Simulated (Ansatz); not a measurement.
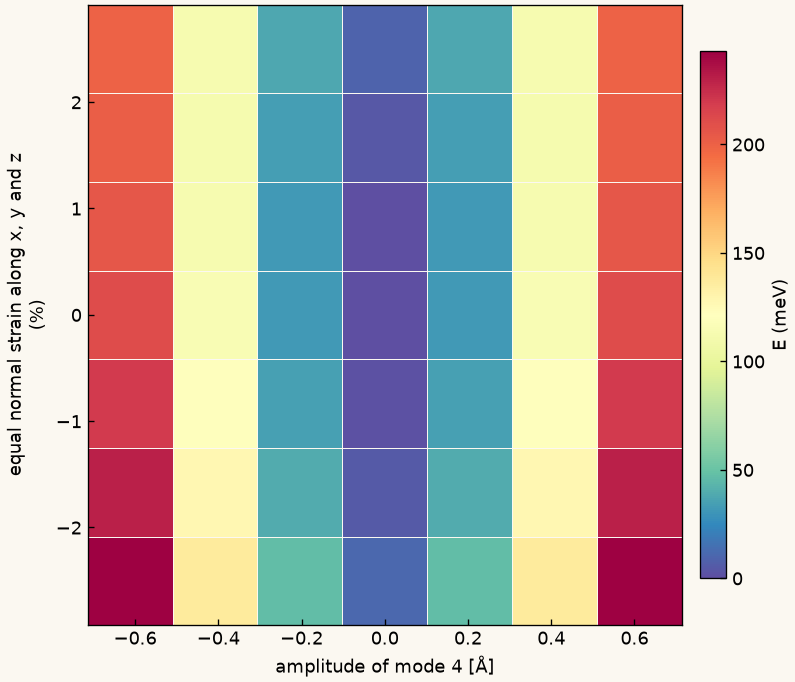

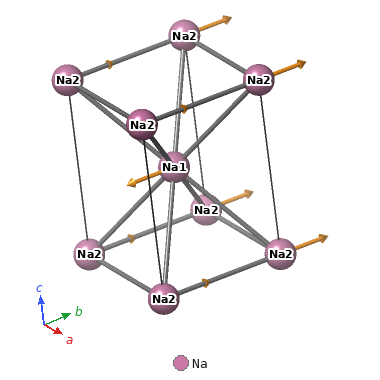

Energy landscape of Na (I4/mmm, No. 139; 2 atoms in the cell). The energy is mapped over a normal mode and a strain (zone-centre modes of the 2-atom cell of this scan, which folds in the wave vector (1/2, 1/2, 1/2) of the primitive cell) (x along [1 0 0], y along [0 1 0], z along [0 0 1] of the conventional cell). Coordinates scanned: (1) amplitude of mode 4 (97 cm⁻¹), largest displacement in the unstrained cell; (2) equal normal strain along x, y and z. Nothing is relaxed (the pattern is fixed in fractional coordinates). The scan uses a 7 × 7 grid; 28 points were computed and 21 follow by symmetry. Points are written as (first, second). All energies are given in meV per cell relative to the lowest grid point. The calculation used DFT PBEsol, scalar-relativistic, plane waves, PAW in Ansatz. Settings: cutoff 520 eV, k-mesh 12×12×10 in the order of the run's cell vectors, gaussian smearing 0.15 eV, no spin polarisation.

Drawn: one coloured cell a grid point. The second picture is the structure at the lowest point

> What does the map say about the system?

The lowest grid point is at (0.000 Å, 0.00 %). It is the only kind of minimum in the scanned range. The highest grid point, (−0.612 Å, −2.50 %), lies 243 meV above the lowest.

Time for the 28 points that were run: 7 min on 1 thread of Arm Neoverse V1 (shared host).
